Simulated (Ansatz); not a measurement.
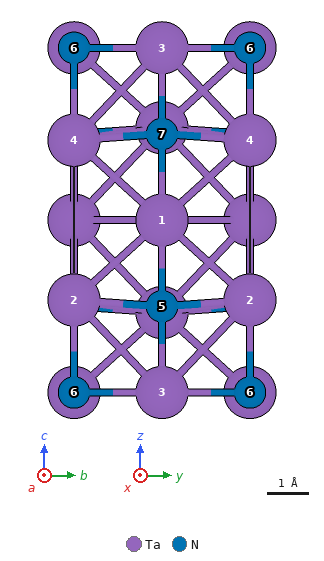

Energy scan for a crystal of Ta$_{4}$N$_{3}$ (I4/mmm), in which the cell is strained in shear in the yz plane, with the atoms kept at their fractional coordinates. x, y and z are the Cartesian axes of the input. The picture shows the reference cell. Style: ball-and-stick. Shown: the conventional cell (2 times the calculation's cell), along the a axis. Lengths and directions refer to the drawn axes.

Method: DFT r2SCAN, scalar-relativistic, plane waves, PAW in Ansatz 0.2.0. Settings: plane-wave cutoff 500 eV; k-point mesh 12 × 12 × 12; occupations gaussian; smearing width 0.15 eV; no spin polarisation. Energies (free energies at the smearing named) are counted from the relaxed crystal.

The input:
```yaml
crystal:
  lattice:
    - [-2.1900881922, 2.1900881922, 4.2899419987]
    - [2.1900881922, -2.1900881922, 4.2899419987]
    - [2.1900881922, 2.1900881922, -4.2899419987]
  atoms:
    - { symbol: Ta, position: [0.0, 0.5, 0.5] }
    - { symbol: Ta, position: [0.2681744161, 0.2681744161, 0.0] }
    - { symbol: Ta, position: [0.5, 0.0, 0.5] }
    - { symbol: Ta, position: [0.7318255839, 0.7318255839, 0.0] }
    - { symbol: "N", position: [0.75, 0.25, 0.5] }
    - { symbol: "N", position: [0.0, 0.0, 0.0] }
    - { symbol: "N", position: [0.25, 0.75, 0.5] }
basis:
  ecutwfc: 500
kpoints:
  mp_grid: { grid: [12, 12, 12] }
hamiltonian:
  xc: r2scan
scf:
  occupations: { method: gaussian, width: 0.15 }
output:
  forces: true
  stress: true
  eigenvalues: true
```

Command:
```bash
ansatz run input.yaml --threads 2 --pin off --max-ram 5120MiB --backend cpu --events-out ev --progress --plain --runs-dir out
```

Q: What energies does the calculation give (the strain: −0.060, −0.030, 0.000, 0.015, 0.045)?

A:
```tsv
engineering shear strain	E − E(ref) (meV/atom)
−0.060	17.4
−0.030	4.3
0.000	0.0
0.015	1.1
0.045	9.8
```

Of the computed points the lowest is at the strain 0.00, 0.0 meV/atom. The end points stand at 17.4 meV/atom (−0.06) and 9.8 meV/atom (0.045). The distortion takes the space group from I4/mmm to C2/m. At the strain −0.06 the cell of the drawing goes b 4.380 → 4.382 Å, c 8.580 → 8.584 Å, α 90.0° → 93.4°.

The computed profile:

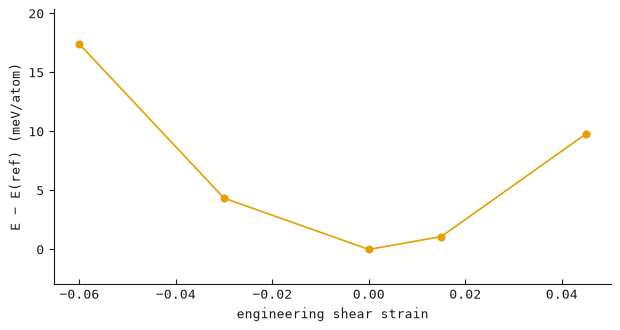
